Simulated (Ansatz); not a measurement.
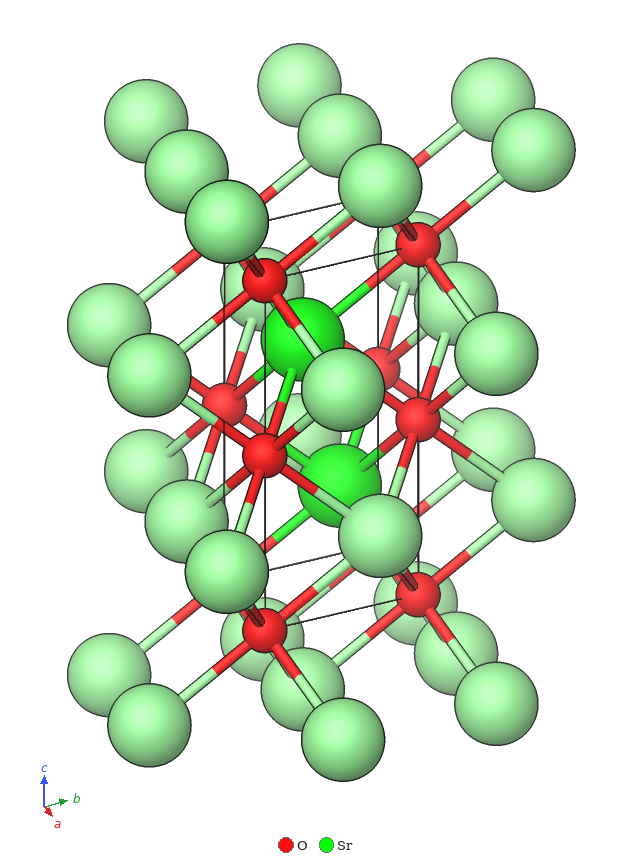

Shown here is a ball-and-stick view of the crystal, taken slightly off an axis. The lines enclose the unit cell; boundary atoms appear with their images. Neighbours across the faces are drawn wherever a bond reaches them, in fainter colours.

SrO, a = 3.548 Å, b = 3.622 Å, c = 6.208 Å, α = 90.00°, β = 90.00°, γ = 122.07°. Strictly the space group is P2_1/m (No. 11, within 0.01 Å). It is a distorted form of a primitive hexagonal structure, space group P6_3/mmc (No. 194) within 0.45 Å: anti-NiAs type. The starting point was a structure listed in the Materials Project. The cell was then strained or its atoms displaced on purpose. Ansatz was used for an electronic-structure calculation on it.

This one geometry was computed with Ansatz (DFT, plane waves, PAW) at three levels of theory: HSE06, r2SCAN and PBE. It was relaxed with r2SCAN and then strained.

**Which level gives the highest pressure at this volume, and what does that say about its equilibrium volume?**

Highest: PBE (1.9 GPa), which points to the largest equilibrium volume. Lowest, with the smallest volume: HSE06 (-0.3 GPa) and r2SCAN (0.1 GPa). Levels within 0.5 GPa of each other can't be told apart.

**How does the band gap change with the level of theory?**

PBE: a gap of 3.08 eV, indirect; r2SCAN: a gap of 3.52 eV, indirect; HSE06: a gap of 4.53 eV, direct.

**Collect the results in a table.**

| level | cutoff (eV) | k-mesh of the run's cell | gap (eV) | pressure (GPa) |
| --- | --- | --- | --- | --- |
| HSE06 | 420 | 6×6×4 | 4.53 | -0.3 |
| r2SCAN | 500 | 12×12×4 | 3.52 | 0.1 |
| PBE | 420 | 12×12×4 | 3.08 | 1.9 |

Gaps are taken on the k-mesh or band path of each run.
